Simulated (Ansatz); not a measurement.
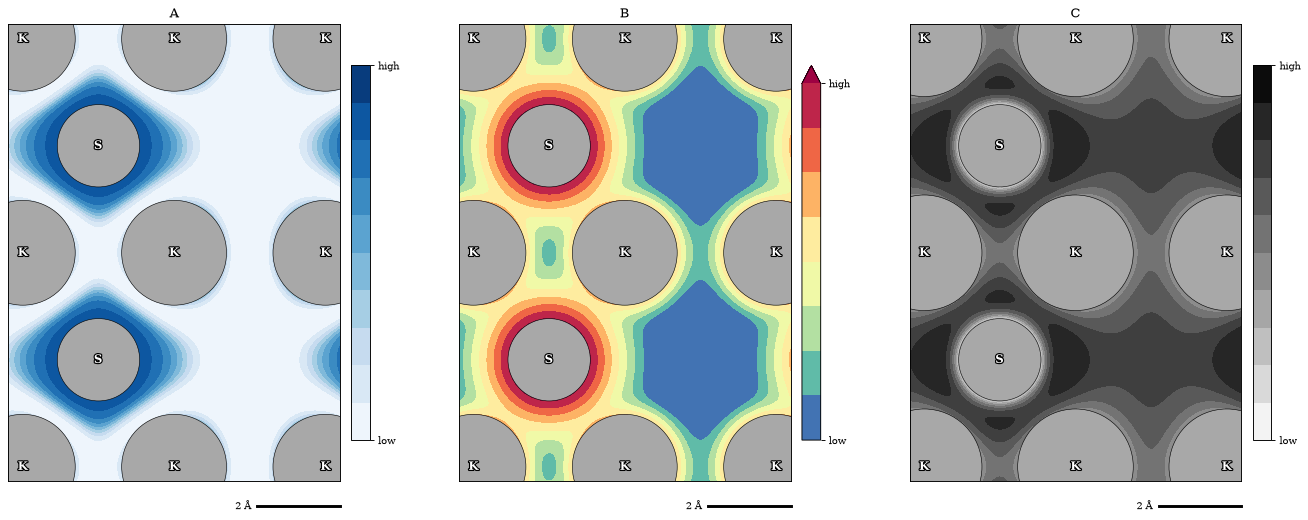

K2S: 3 fields on the (110) plane of the conventional cell, with unlabelled colour scales. Grey discs cover the atomic cores.

Space group Fm-3m; a structure from a database of computed crystals, not necessarily the ambient phase; started from the database structure prototype, which need not be the ambient phase.

All numbers below come from DFT, PBEsol, plane waves, PAW (Ansatz 0.2.0).

Question: Match the panels to the quantities (electron localisation function, electrostatic potential energy of an electron and valence pseudo-density).

Answer: Panel A: electron localisation function. Panel B: valence pseudo-density. Panel C: electrostatic potential energy of an electron (low next to the atoms, rising into the space between them). From the grid: K–S (3.17 Å): ρ is about 0.11 e/Å³ halfway; the ELF peaks at about 0.85 in the valence shell of S, 0.9 Å from its nucleus, and drops to about 0.05 between the two atoms; a closed-shell, largely ionic contact.
